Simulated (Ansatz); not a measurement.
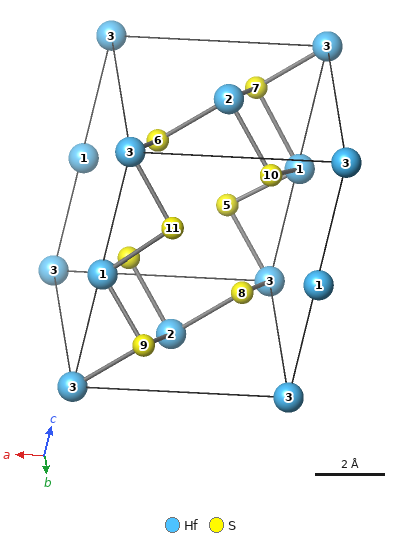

**Figure 1.** The structure as given in the input (ball-and-stick view of the cell of the calculation, seen at an oblique angle; atoms are numbered from 1 in the order of the input).

## Hf₃S₈ (charge −4): single-point calculation

- system: Hf₃S₈ (defect cell, 11 atoms in the cell, total charge −4)
- method: DFT PBEsol, scalar-relativistic, plane waves, PAW, no spin polarisation (Ansatz 0.2.0)

The structure derives from a Materials Project entry. Figures and captions count atoms from 1; the log counts them from 0 in places.

### What the program printed
```
Engine: ansatz 0.2.0, x86_64-unknown-linux-gnu
Pseudopotentials: kind: paw
Pseudopotential: Hf, paw, valence charge 26, recommended cutoff 420 eV (normal), Hf.paw.azcp
Pseudopotential: S, paw, valence charge 6, recommended cutoff 420 eV (normal), S.paw.azcp
Functional definition: PBEsol
  exchange = pbesol_x
  correlation = pbesol_c
Crystal: 11 atoms, lattice volume = 265.877 Å³
Basis set: ecut = 420 eV, 5183 PW (Γ), exchange–correlation on 96×96×100 points (8 copies of the dense FFT grid, shifted against one another)
Bands: 78, of which v1, the nominal top of the filled ones, is band 65 counted from 1 (64 counted from 0)
Symmetry: 2 space group operations
Space group: Cm (ITA 8), of the structure as read, at distance tolerance 6.4e-5 Å
k-points: 24 of 64 (time reversal used)
Non-local potential: Hf, projectors of the file, l = 0: 3, l = 1: 2, l = 2: 2, l = 3: 3
Non-local potential: S, projectors of the file, l = 0: 2, l = 1: 2, l = 2: 2
PAW form: soft (Blöchl's): semilocal exchange-correlation on the pseudo side does not see the compensation charge
PAW frozen core: Hf, regenerated for the run's functional, and the local potential with it (the file was generated under x = pbe(κ = 0.804, μ = 0.2195149727645171), c = pbe(β = 0.06672455060314922))
PAW frozen core: S, regenerated for the run's functional, and the local potential with it (the file was generated under x = pbe(κ = 0.804, μ = 0.2195149727645171), c = pbe(β = 0.06672455060314922))
PAW one-centre angular grid: Hf, 590 points (default); XC on 64 Gauss nodes
PAW one-centre angular grid: S, 110 points (default); XC on 64 Gauss nodes
Initial density: superposition of atomic densities (neutral atoms scaled as one to the charged cell's electrons: chi_scale 0, normalization atom), corrected by the library's trained network
Initial wavefunctions: pseudopotential atomic-orbital guess
Functional: x = pbesol(κ = 0.804, μ = 0.12345679012345678), c = pbesol(β = 0.046)
SCF iter   1: F=—  HF=-53890.161850 eV  |F-HF|=—  |Δ(HF+E_count)|=         —  Δρ=1.37e-1  dr2=1.17e2  ethr=1.77e-3  ⟨swp⟩=6.5  Hψ=7899  notcnv=0  defer=30
preconditioner: auto → Resta (q_TF=auto, 2.422 Å⁻¹)  ε∞=6.0  [insulator: Δε(μ)=2.535 eV  Ē_g=11.327 eV  σ=0.050 eV  W_gap=1.00  n_scr=70 (ndim 8)  ℏωp=25.4 eV  f_vac=0.048  D(μ)=0.00/eV (n_scr^D=0)  ε∞_Penn≈6.0]
SCF iter   2: F=—  HF=-53860.824257 eV  |F-HF|=—  |Δ(HF+E_count)|=    2.93e1  Δρ=3.71e-2  dr2=1.33e1  ethr=1.77e-3  ⟨swp⟩=4.2  Hψ=5339  notcnv=0  defer=148
SCF iter   3: F=—  HF=-53855.451543 eV  |F-HF|=—  |Δ(HF+E_count)|=    5.37e0  Δρ=2.16e-2  dr2=1.90e0  ethr=1.77e-3  ⟨swp⟩=3.7  Hψ=4755  notcnv=0  defer=147
SCF iter   4: F=—  HF=-53854.694957 eV  |F-HF|=—  |Δ(HF+E_count)|=   7.57e-1  Δρ=1.08e-2  dr2=4.73e-1  ethr=1.46e-3  ⟨swp⟩=3.5  Hψ=4064  notcnv=0  defer=146
SCF iter   5: F=—  HF=-53854.911938 eV  |F-HF|=—  |Δ(HF+E_count)|=   2.17e-1  Δρ=7.26e-3  dr2=4.89e-1  ethr=3.64e-4  ⟨swp⟩=3.4  Hψ=3631  notcnv=0  defer=146
SCF iter   6: F=—  HF=-53854.819222 eV  |F-HF|=—  |Δ(HF+E_count)|=   9.27e-2  Δρ=2.03e-3  dr2=3.34e-2  ethr=3.64e-4  ⟨swp⟩=3.4  Hψ=2508  notcnv=0  defer=146
SCF iter   7: F=—  HF=-53854.815087 eV  |F-HF|=—  |Δ(HF+E_count)|=   4.14e-3  Δρ=4.94e-4  dr2=2.01e-3  ethr=2.57e-5  ⟨swp⟩=2.1  Hψ=3137  notcnv=0  defer=146
SCF iter   8: F=—  HF=-53854.815892 eV  |F-HF|=—  |Δ(HF+E_count)|=   8.05e-4  Δρ=4.02e-4  dr2=6.24e-4  ethr=1.55e-6  ⟨swp⟩=2.0  Hψ=3333  notcnv=0  defer=146
SCF iter   9: F=—  HF=-53854.815336 eV  |F-HF|=—  |Δ(HF+E_count)|=   5.55e-4  Δρ=1.78e-4  dr2=1.73e-4  ethr=4.80e-7  ⟨swp⟩=2.2  Hψ=3319  notcnv=0  defer=146
SCF iter  10: F=—  HF=-53854.815331 eV  |F-HF|=—  |Δ(HF+E_count)|=   4.96e-6  Δρ=3.62e-5  dr2=6.05e-6  ethr=1.33e-7  ⟨swp⟩=2.0  Hψ=2283  notcnv=0  defer=146
SCF iter  11: F=—  HF=-53854.815186 eV  |F-HF|=—  |Δ(HF+E_count)|=   1.46e-4  Δρ=1.51e-5  dr2=1.20e-6  ethr=4.66e-9  ⟨swp⟩=2.0  Hψ=3293  notcnv=0  defer=146
SCF iter  12: F=—  HF=-53854.815186 eV  |F-HF|=—  |Δ(HF+E_count)|=   5.30e-7  Δρ=5.05e-6  dr2=1.04e-7  ethr=7.69e-11  ⟨swp⟩=17.6  Hψ=17138  notcnv=0
SCF iter  13: F=-53854.815186 eV  HF=-53854.815186 eV  |F-HF|=3.96e-8  |Δ(HF+E_count)|=   4.03e-8  Δρ=1.76e-6  dr2=1.26e-8  ethr=7.69e-11  ⟨swp⟩=8.8  Hψ=12238  notcnv=0
SCF 1 converged in 13 iterations: F = -53854.815186 eV  dr2 = 1.26e-8
  greatest PAW one-centre occupation: 0.998 electrons in one spin orbital (limit 2), on the Hf atom at site 2 (counted from 0), in its partial waves of l = 3
```

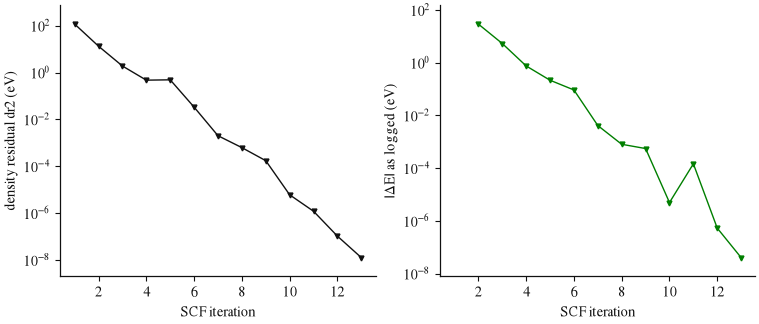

**Figure 2.** Convergence of the self-consistent field: density residual dr2 and size of the energy change against the SCF iteration. The residual falls almost steadily, with no more than small rises.

```
SCF converged after 13 iterations
Free energy (F): -53854.815186 eV
Harris-Foulkes:  -53854.815186 eV  (|F-HF|=3.96e-8)
Internal energy: -53854.815186 eV  (E = F + TS)
E sigma→0 (E₀):  -53854.815186 eV
Fermi energy:    7.847337 eV
--- Per-component energies (eV) ---
  E_band       = -791.859046
  E_kinetic    = 2173.821221
  E_local      = -26652.018469  (includes V_loc(G=0)·N_el)
  E_nonlocal   = -3479.812633
  E_hartree    = 12246.916312
  E_xc         = -1697.913243
  E_vxc        = -1543.112350  (∫ρ·V_xc dr)
  E_paw        = -25098.303275  (= ΣΔE_a)
  E_vpaw       = 4215.444125  (= ΣTr[D̂ρ^β])
  E_aug_tail   = 0.000008  (compensation charges beyond the density's cutoff)
  E_ewald      = -11351.753978
  E_core_change = 4.248869  (= ΣΔE_core)
  E_smearing   = -0.000000  (= −TS)
  E_closure    = 0.000000  (closes the sum)
  E_deformation_potential = -55.375900  (in the stress; not in F)
  Σ components = -53854.815186   (vs F -53854.815186, Δ=0.00e0)
--- Forces (eV/Å), atoms counted from 1 ---
  atom   1  Hf     1.72583017     0.99640851    -0.35934498
  atom   2  Hf    -0.49222602    -0.93973740    -0.06370009
  atom   3  Hf    -1.05994947     0.04358846    -0.06370009
  atom   4  S     -0.45570548     0.29381465     0.55858468
  atom   5  S      0.02659821    -0.54155984     0.55858468
  atom   6  S      0.58146497     0.33570896     0.78776419
  atom   7  S     -0.03599837    -0.02078367     0.09863364
  atom   8  S     -0.53988508    -0.31170280    -0.76393701
  atom   9  S     -0.34432242    -0.19879464     0.75784673
  atom  10  S      0.56285710    -0.28876940    -0.75537927
  atom  11  S      0.03134692     0.63183325    -0.75537927
  max |Σ_I F_I| component: 2.68e-5 eV/Å
--- Stress (GPa, compression-positive) ---
       -5.557191       0.283584      -0.360696
        0.283584      -5.884645      -0.208248
       -0.360696      -0.208248      -5.511163
  P = ⅓ Tr σ = -5.6510 GPa (-56.510 kbar)
--- Band table (eV; the first three rows and the last of 24) ---
  k-point 0: bands = ["-54.8749", "-54.8682", "-54.8673", "-23.8089", "-23.6591", "-23.6573", "-23.5363", "-23.5356", "-23.5155", "-23.4410", "-23.4407", "-23.4257", "-6.3101", "-5.3128", "-4.8757", "-4.8406", "-4.8280", "-4.7936", "-4.7858", "-4.7817", "-4.7742", "-4.7732", "-4.7704", "-4.7695", "-4.7656", "-4.7646", "-4.7638", "-4.7632", "-4.7500", "-4.7417", "-4.7402", "-4.7319", "-4.7087", "-4.7057", "-4.7042", "-4.5215", "-4.2302", "-4.1043", "-3.7585", "-3.6502", "-3.6008", "1.8468", "1.9117", "2.0326", "3.2194", "3.3420", "3.4710", "4.1489", "4.3416", "4.3737", "4.5266", "4.6104", "4.6735", "4.7059", "5.1199", "5.8867", "6.0772", "6.1936", "6.3198", "6.4797", "6.6599", "6.7794", "7.4345", "7.5482", "7.5526", "8.1328", "8.1917", "8.3201", "10.2627", "10.2906", "10.3266", "11.0249", "11.0438", "11.1214", "11.9759", "12.2232", "12.2733", "12.4933"]
  k-point 1: bands = ["-54.8742", "-54.8688", "-54.8673", "-23.7901", "-23.6717", "-23.6534", "-23.5282", "-23.5273", "-23.5158", "-23.4559", "-23.4533", "-23.4257", "-6.1994", "-5.3550", "-4.8954", "-4.8357", "-4.8283", "-4.8116", "-4.7860", "-4.7815", "-4.7805", "-4.7724", "-4.7697", "-4.7659", "-4.7647", "-4.7642", "-4.7633", "-4.7520", "-4.7515", "-4.7415", "-4.7397", "-4.7255", "-4.7177", "-4.7056", "-4.6459", "-4.5826", "-4.1903", "-4.1733", "-3.8445", "-3.6661", "-3.6273", "2.1171", "2.1414", "2.4165", "3.2902", "3.3922", "3.5072", "3.9736", "4.1129", "4.3828", "4.4385", "4.6242", "4.7063", "4.8650", "5.3014", "5.4944", "5.5653", "6.0404", "6.0581", "6.1522", "6.3650", "6.7629", "7.0246", "7.4108", "7.5364", "8.3244", "8.6241", "8.6976", "10.1429", "10.3327", "10.4546", "10.7261", "10.7785", "11.0405", "11.6733", "12.1120", "12.8286", "12.9184"]
  k-point 2: bands = ["-54.8734", "-54.8696", "-54.8673", "-23.7644", "-23.6912", "-23.6495", "-23.5165", "-23.5153", "-23.5129", "-23.4771", "-23.4704", "-23.4257", "-6.0539", "-5.4324", "-4.9150", "-4.8281", "-4.8277", "-4.8108", "-4.7933", "-4.7846", "-4.7741", "-4.7711", "-4.7697", "-4.7676", "-4.7656", "-4.7642", "-4.7615", "-4.7570", "-4.7537", "-4.7411", "-4.7388", "-4.7295", "-4.7261", "-4.7057", "-4.6810", "-4.4909", "-4.3377", "-4.1017", "-3.9110", "-3.7467", "-3.6061", "2.4155", "2.4718", "3.1120", "3.2259", "3.2759", "3.5710", "3.8239", "4.0799", "4.3328", "4.5182", "4.5561", "4.6009", "4.8331", "4.9029", "5.2887", "5.3677", "5.6311", "5.8094", "6.1187", "6.2397", "6.6009", "6.9486", "7.1497", "7.5615", "8.3505", "9.2276", "9.2603", "10.0023", "10.0439", "10.1639", "10.4862", "10.6003", "11.0393", "11.8075", "12.1495", "12.7651", "12.8234"]
  k-point 23: bands = ["-54.8734", "-54.8696", "-54.8673", "-23.7645", "-23.6912", "-23.6495", "-23.5166", "-23.5153", "-23.5129", "-23.4771", "-23.4704", "-23.4256", "-5.9678", "-5.4168", "-4.8927", "-4.8351", "-4.8302", "-4.8067", "-4.7935", "-4.7848", "-4.7711", "-4.7697", "-4.7669", "-4.7657", "-4.7642", "-4.7633", "-4.7616", "-4.7540", "-4.7537", "-4.7417", "-4.7411", "-4.7317", "-4.7252", "-4.7058", "-4.6844", "-4.4388", "-4.2437", "-4.1760", "-4.1120", "-3.8231", "-3.6643", "2.4453", "2.7761", "2.9706", "3.4783", "3.6355", "3.6443", "3.8046", "4.0608", "4.2133", "4.4821", "4.5105", "4.7563", "4.7972", "4.9274", "4.9394", "5.3602", "5.8005", "5.9118", "6.0900", "6.2062", "6.3877", "6.6071", "6.7892", "7.2867", "8.3084", "9.3159", "9.5611", "10.0015", "10.3132", "10.4777", "10.6245", "10.9592", "11.0345", "11.4773", "12.0032", "12.2131", "12.5996"]
```

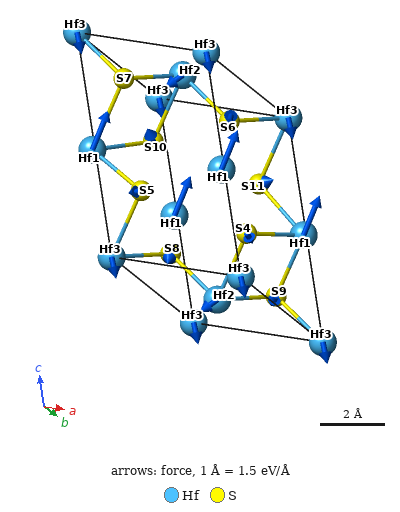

**Figure 3.** Forces on the atoms as blue arrows (ball-and-stick view of the cell of the calculation, seen at an oblique angle; atoms are numbered from 1 in the order of the input); the smallest are left out. The largest act on Hf1 (2.02 eV/Å); Hf2, Hf3 (1.06 eV/Å); S6 (1.04 eV/Å); S8, S10, S11 (0.99 eV/Å), among others. The geometry is not a stationary point of this energy.

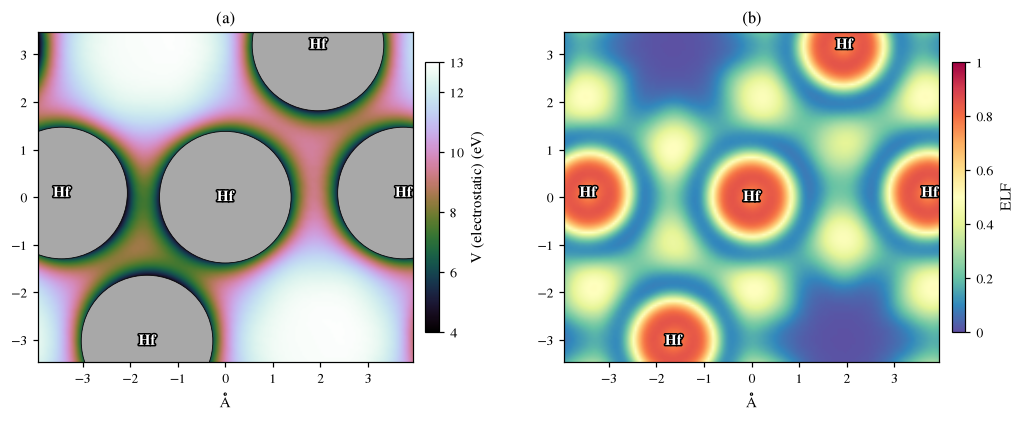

**Figure 4.** (a) electrostatic potential (local pseudopotential plus Hartree) felt by an electron; (b) ELF on the (11̄0) plane of the calculation cell. Grey discs, where drawn, cover atomic cores. The plane passes through Hf nuclei. The strong features right at Hf lie inside the PAW spheres (semicore, d or f shells) and say nothing about bonding. Outside the cores the potential energy rises away from the atoms and is highest about 2.1 Å from the nearest atoms; outside the discs it spans about 8 eV, and its zero is arbitrary. The fields are those of the smooth PAW valence density.

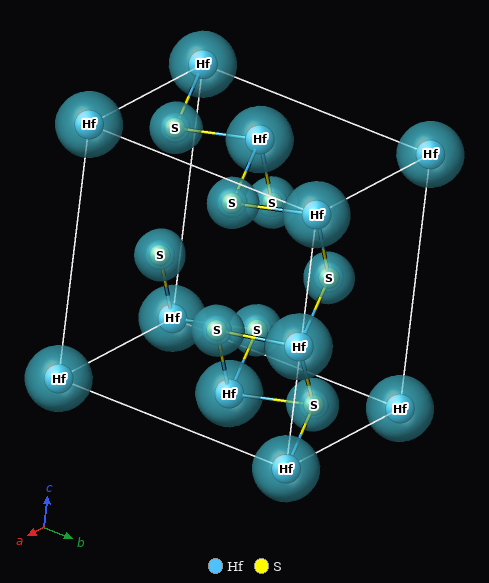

**Figure 5.** Isosurface of the valence electron density at 1 e/Å³ (cyan), seen slightly off an axis. Sticks mark near contacts. The outline is the calculation cell. At this value the density breaks into separate islands; it holds about 60 % of the electrons treated as valence (semicore included). It is pinched off along the Hf–S (2.39 Å), Hf–S (2.46 Å), Hf–S (2.53 Å) and Hf–S (2.61 Å) contacts. On the grid the lowest density along these lines, outside the cores, is 0.62 e/Å³ (Hf–S, 2.39 Å), 0.55 e/Å³ (Hf–S, 2.46 Å), 0.49 e/Å³ (Hf–S, 2.53 Å) and 0.42 e/Å³ (Hf–S, 2.61 Å).

This output came from the following input.

### Input
```yaml
crystal:
  lattice:
    - [-1.7964133763, 3.1114792391, -5.9458943926]
    - [-1.7964133763, 3.1114792391, 5.9458943926]
    - [7.185653505, 0.0, 0.0]
  atoms:
    - { symbol: Hf, position: [-0.0140608362, -0.0140608362, 0.4718783275] }
    - { symbol: Hf, position: [0.5, 0.5, 0.0] }
    - { symbol: Hf, position: [0.0, 0.0, 0.0] }
    - { symbol: S, position: [0.7885426398, 0.5447906936, 0.3333333333] }
    - { symbol: S, position: [0.2885426398, 0.0447906936, 0.3333333333] }
    - { symbol: S, position: [0.7885426398, 0.5447906936, 0.8333333333] }
    - { symbol: S, position: [0.2885426398, 0.0447906936, 0.8333333333] }
    - { symbol: S, position: [0.2114573602, 0.4552093064, 0.1666666667] }
    - { symbol: S, position: [0.7114573602, 0.9552093064, 0.1666666667] }
    - { symbol: S, position: [0.2114573602, 0.4552093064, 0.6666666667] }
    - { symbol: S, position: [0.7114573602, 0.9552093064, 0.6666666667] }
total_charge: -4
basis:
  ecutwfc: 420
kpoints:
  mp_grid: { grid: [4, 4, 4] }
hamiltonian:
  xc: pbesol
scf:
  occupations: { method: gaussian, width: 0.05 }
output:
  forces: true
  stress: true
  eigenvalues: true
  write_density: true
  write_potential: true
  elf: true
  volumetric_format: npy
```

Launch command:
```bash
ansatz run input.yaml --threads 4 --pin off --max-ram 8192MiB --backend cpu --events-out ev --progress --plain --runs-dir out
```

### Results in brief

- outcome: converged
- electrons treated: 130
- free energy: −53854.8152 eV
- Fermi energy: 7.847 eV
- gap on the k-point mesh: 0.57 eV
- pressure: −5.65 GPa
- largest force (length of the vector): 2.025 eV/Å
- hardware: 4 threads of Intel Xeon (Sapphire Rapids), 64 GiB of memory available, shared host
- wall time: 16 s (CPU time 59 s)
- peak memory: 1.1 GiB

### Notes

Spin–orbit coupling is left out, which matters for Hf.
